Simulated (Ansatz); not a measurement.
## GaP4: geometry relaxation (part 2 of 2)

GaP4 (P4/mmm, 5 atoms in the cell); DFT PBE, scalar-relativistic, plane waves, PAW, no spin polarisation (Ansatz 0.2.0); cutoff 420 eV, 6×6×16 k-mesh, Gaussian smearing of 0.1 eV. The structure was made by a generator, so it may or may not be a known phase.

Geometry of the input (Å; fractional positions):
```
5.8703  0.0000  0.0000
0.0000  5.8703  0.0000
0.0000  0.0000  2.4218
Ga 0.0000  0.0000  0.0000
P  0.7954  0.5000  0.0000
P  0.2046  0.5000  0.0000
P  0.5000  0.7954  0.0000
P  0.5000  0.2046  0.0000
```

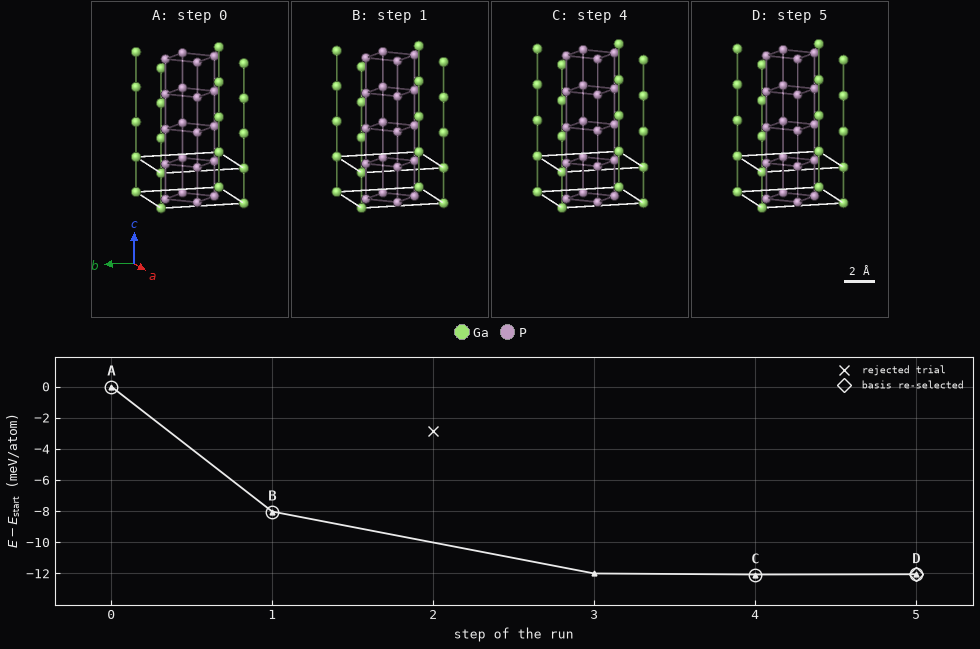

**Figure 1.** Frames of the relaxation (ball-and-stick view of the cell of the calculation, repeated 1 × 1 × 4, seen at an oblique angle) above the curves, on which the letters mark them (the first geometry is step 0 here and step 1 in the log).

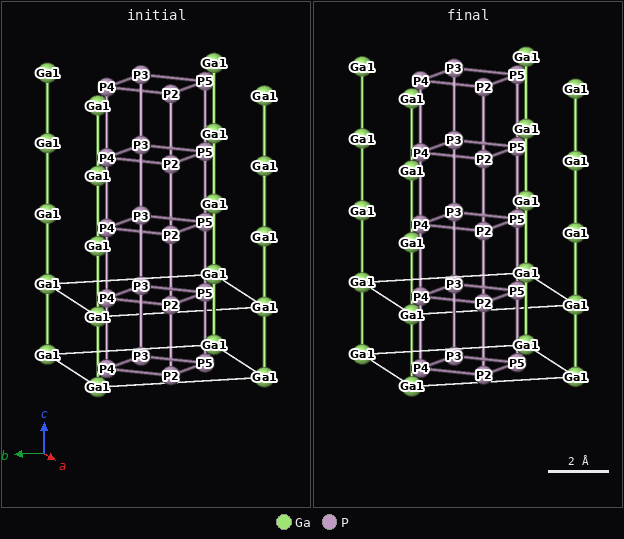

**Figure 2.** Before (left) and after (right) the relaxation, at one scale (ball-and-stick view of the cell of the calculation, repeated 1 × 1 × 4, seen at an oblique angle). The atoms keep their places relative to the cell (all moves are under 0.005 Å). The volume changes by −1.1 %, with a = b 5.870 → 5.774 Å (−1.6 %), c 2.422 → 2.476 Å (+2.2 %). Among the contacts that change: P2–P2 2.422 → 2.476 Å, Ga1–Ga1 2.422 → 2.476 Å, P2–P4 2.453 → 2.411 Å, P2–P3 2.402 → 2.364 Å. The space group stays P4/mmm (No. 123). The energy falls by 12.1 meV per atom in 4 geometry steps. The largest force component goes from 0.045 to 0.0073 eV/Å. Pressure: −0.45 GPa at the start and 0.02 GPa at the end. The line search rejected the trial step at point 2 (counted from 0) and went back. A last SCF at the same geometry on a re-selected plane-wave basis shifts the energy by +0.0 meV per atom. (Atoms are counted from 1 in the order of the input.)

```
basis re-selected at this cell: Δ(F+E_penalty+E_count) = +8.135e-5 eV, ΔP = -0.000 GPa vs the last step (what re-selecting the basis moved, of the pressure what is left beyond the Pulay correction that the steps carried, after the strain that the cell walked since its last selection, with what the two solves' SCF thresholds leave and, on support functions, any second-order correction that the steps lacked; it is no measure of the basis error at this ecutwfc). This SCF's stress stands 3.97e-2 GPa from its target on what of the cell is left free (relax.cell.stress_tol is 5.00e-2 GPa) and its largest allowed force component is 7.30e-3 eV/Å (relax.f_tol is 1.00e-2 eV/Å): within both
SCF converged after 6 iterations
Free energy (F): -6804.524409 eV
Harris-Foulkes:  -6804.524409 eV  (|F-HF|=1.09e-11)
Internal energy: -6804.515348 eV  (E = F + TS)
E sigma→0 (E₀):  -6804.519878 eV
Entropy (-TS):   -0.009061 eV (-1.812 meV/atom)
Fermi energy:    9.909114 eV
--- Per-component energies (eV) ---
  E_band       = 27.723793
  E_kinetic    = 396.343162
  E_local      = -2334.338201  (includes V_loc(G=0)·N_el)
  E_nonlocal   = 555.808845
  E_hartree    = 1073.559731
  E_xc         = -315.805481
  E_vxc        = -302.201231  (∫ρ·V_xc dr)
  E_paw        = -4262.157673  (= ΣΔE_a)
  E_vpaw       = -435.008045  (= ΣTr[D̂ρ^β])
  E_aug_tail   = -0.000103  (compensation charges beyond the density's cutoff)
  E_ewald      = -1917.925627
  E_smearing   = -0.009061  (= −TS)
  E_closure    = -0.000000  (closes the sum)
  Σ components = -6804.524409   (vs F -6804.524409, Δ=0.00e0)
--- Forces (eV/Å), atoms counted from 1 ---
  atom   1  Ga     0.00000000     0.00000000     0.00000000
  atom   2  P     -0.00730001     0.00000000     0.00000000
  atom   3  P      0.00730001     0.00000000    -0.00000000
  atom   4  P      0.00000000    -0.00730001     0.00000000
  atom   5  P     -0.00000000     0.00730001    -0.00000000
  max |Σ_I F_I| component: 5.55e-17 eV/Å
--- Stress (GPa, compression-positive) ---
        0.039666       0.000000      -0.000000
        0.000000       0.039666      -0.000000
       -0.000000      -0.000000      -0.031420
  P = ⅓ Tr σ = 0.0160 GPa (0.160 kbar)
--- Band table (eV; the first three rows and the last of 90) ---
  k-point 0: bands = ["-5.9573", "-5.5455", "-5.2156", "-5.1937", "-4.9223", "-4.9223", "-2.6478", "-1.9765", "-1.9765", "0.9956", "3.4232", "4.2964", "5.4840", "5.4840", "10.0711", "10.5014", "10.5014", "13.6102", "14.3150", "14.8093", "15.1799", "15.1799"]
  k-point 1: bands = ["-5.8740", "-5.5118", "-5.2122", "-5.1915", "-4.9369", "-4.9369", "-2.5641", "-1.8905", "-1.8905", "1.0772", "3.5049", "4.3721", "5.5697", "5.5697", "10.1101", "10.5658", "10.5658", "13.3658", "13.6784", "14.4452", "15.2630", "15.2630"]
  k-point 2: bands = ["-5.6344", "-5.4061", "-5.2028", "-5.1853", "-4.9781", "-4.9781", "-2.3132", "-1.6334", "-1.6334", "1.3213", "3.7509", "4.5971", "5.8234", "5.8234", "10.1854", "10.7398", "10.7398", "11.2645", "13.8808", "14.6311", "14.6463", "14.7355"]
  k-point 89: bands = ["-5.2844", "-5.2844", "-5.1394", "-5.1348", "-4.7693", "-0.5819", "-0.0234", "-0.0234", "3.0086", "3.2787", "3.2787", "5.1214", "6.9399", "6.9399", "6.9769", "7.3383", "7.6927", "10.5617", "10.8929", "11.8882", "12.8140", "12.8140"]
--- Relaxed structure (5 steps of the walk, 4 accepted, 1 SCFs on fresh bases) ---
  F+E_penalty+E_count = -6804.52440866 eV   max|allowed force component| = 7.300e-3 eV/Å   (the final SCF, on the basis selected at the relaxed cell)
  cell:  # Å, volume = 82.5375 Å³
    - [5.774220176463402, 0.0, 0.0]
    - [0.0, 5.774220176463402, 0.0]
    - [0.0, 0.0, 2.475508595981772]
  atoms:
    - { symbol: Ga, position: [-9.49798426706634e-34, -7.387757928485427e-21, 0.0] }
    - { symbol: P, position: [0.7952683858875812, 0.49999999999999994, 0.0] }
    - { symbol: P, position: [0.2047316141124187, 0.49999999999999994, 0.0] }
    - { symbol: P, position: [0.49999999999999994, 0.7952683858875812, 0.0] }
    - { symbol: P, position: [0.49999999999999994, 0.2047316141124187, 0.0] }
```

### Trajectory as extended XYZ (Å, eV, eV/Å), 6 frames, from step=1 to step=6
```
5
Lattice="5.8703 0.0000 0.0000 0.0000 5.8703 0.0000 0.0000 0.0000 2.4218" Properties=species:S:1:pos:R:3:forces:R:3 step=1 energy=-6804.46416 pressure_GPa=-0.45
Ga    0.0000    0.0000    0.0000    0.0000   0.0000   0.0000
P     4.6694    2.9351    0.0000    0.0448   0.0000   0.0000
P     1.2008    2.9351    0.0000   -0.0448   0.0000   0.0000
P     2.9351    4.6694    0.0000    0.0000   0.0448   0.0000
P     2.9351    1.2008    0.0000    0.0000  -0.0448   0.0000
5
Lattice="5.8179 0.0000 0.0000 0.0000 5.8179 0.0000 0.0000 0.0000 2.4419" Properties=species:S:1:pos:R:3:forces:R:3 step=2 energy=-6804.50428 pressure_GPa=-0.03
Ga    0.0000    0.0000    0.0000    0.0000   0.0000   0.0000
P     4.6300    2.9090    0.0000    0.0022   0.0000   0.0000
P     1.1879    2.9090    0.0000   -0.0022   0.0000   0.0000
P     2.9090    4.6300    0.0000    0.0000   0.0022   0.0000
P     2.9090    1.1879    0.0000    0.0000  -0.0022   0.0000
5
Lattice="5.7057 0.0000 0.0000 0.0000 5.7057 0.0000 0.0000 0.0000 2.5217" Properties=species:S:1:pos:R:3:forces:R:3 step=3 energy=-6804.47849 pressure_GPa=0.72 accepted=F
Ga    0.0000    0.0000    0.0000    0.0000   0.0000   0.0000
P     4.5327    2.8528    0.0000    0.0311   0.0000   0.0000
P     1.1730    2.8528    0.0000   -0.0311   0.0000   0.0000
P     2.8528    4.5327    0.0000    0.0000   0.0311   0.0000
P     2.8528    1.1730    0.0000    0.0000  -0.0311   0.0000
5
Lattice="5.7829 0.0000 0.0000 0.0000 5.7829 0.0000 0.0000 0.0000 2.4772" Properties=species:S:1:pos:R:3:forces:R:3 step=4 energy=-6804.52416 pressure_GPa=-0.25
Ga    0.0000    0.0000    0.0000    0.0000   0.0000   0.0000
P     4.6000    2.8915    0.0000   -0.0152   0.0000   0.0000
P     1.1829    2.8915    0.0000    0.0152   0.0000   0.0000
P     2.8915    4.6000    0.0000    0.0000  -0.0152   0.0000
P     2.8915    1.1829    0.0000    0.0000   0.0152   0.0000
5
Lattice="5.7742 0.0000 0.0000 0.0000 5.7742 0.0000 0.0000 0.0000 2.4755" Properties=species:S:1:pos:R:3:forces:R:3 step=5 energy=-6804.52449 pressure_GPa=0.02
Ga    0.0000    0.0000    0.0000    0.0000   0.0000   0.0000
P     4.5921    2.8871    0.0000   -0.0072   0.0000   0.0000
P     1.1822    2.8871    0.0000    0.0072   0.0000   0.0000
P     2.8871    4.5921    0.0000    0.0000  -0.0072   0.0000
P     2.8871    1.1822    0.0000    0.0000   0.0072   0.0000
5
Lattice="5.7742 0.0000 0.0000 0.0000 5.7742 0.0000 0.0000 0.0000 2.4755" Properties=species:S:1:pos:R:3:forces:R:3 step=6 energy=-6804.52441 pressure_GPa=0.02
Ga    0.0000    0.0000    0.0000    0.0000   0.0000   0.0000
P     4.5921    2.8871    0.0000   -0.0073   0.0000   0.0000
P     1.1822    2.8871    0.0000    0.0073   0.0000   0.0000
P     2.8871    4.5921    0.0000    0.0000  -0.0073   0.0000
P     2.8871    1.1822    0.0000    0.0000   0.0073   0.0000
```

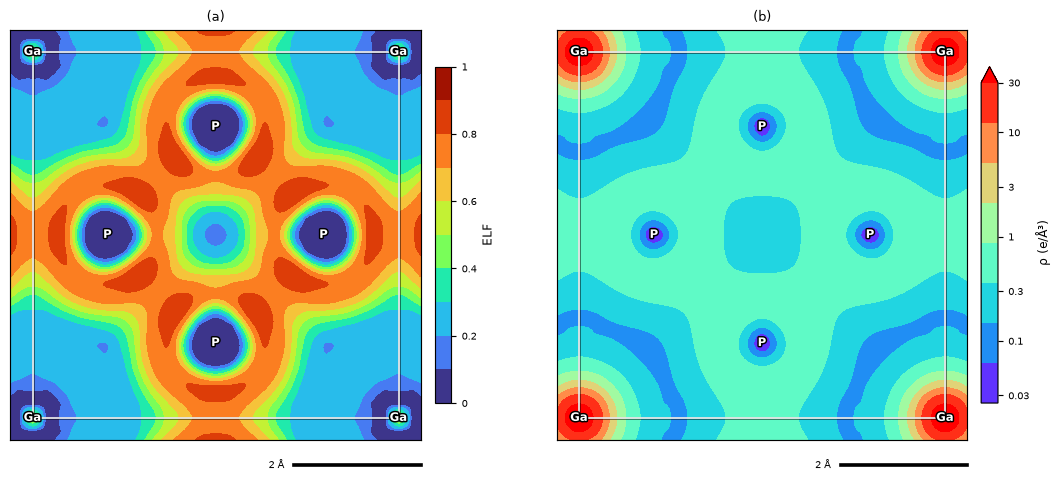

**Figure 3.** (a) ELF; (b) valence pseudo-density on the (001) plane of the conventional cell. Atoms in the plane: Ga and P. Away from the nuclei the density in this plane falls to 0.13 e/Å³ at its lowest. The strong features right at Ga lie inside the PAW spheres (semicore, d or f shells) and say nothing about bonding. The fields are those of the smooth PAW valence density.

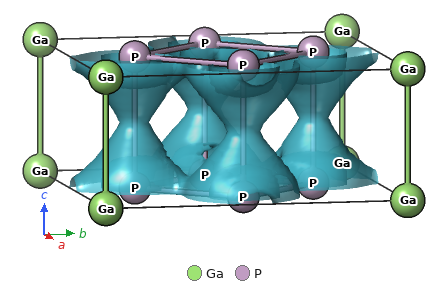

**Figure 4.** Isosurface of the ELF at 0.7 (cyan), seen slightly off an axis. Core shells and regions of very low density are left out. Sticks mark near contacts. The outline is the cell set on symmetry axes. Along the contacts the grid gives the following. Ga–Ga (2.48 Å): the ELF peaks at about 0.65 between the atoms.

### Summary

- outcome: converged
- space group (tolerance 0.01 Å): P4/mmm (123)
- electrons treated: 33
- free energy: −6804.5244 eV
- Fermi energy: 9.909 eV
- gap on the k-point mesh: none (metallic)
- pressure: 0.02 GPa
- final volume: 82.54 Å³
- largest force (length of the vector) at the end: 0.007 eV/Å
- final cell: a = 5.774 Å, b = 5.774 Å, c = 2.476 Å, α = 90.00°, β = 90.00°, γ = 90.00°
- hardware: 1 thread of Arm Neoverse V1, 24 GiB of memory available, shared host
- wall time: 79 s
- peak memory: 0.44 GiB
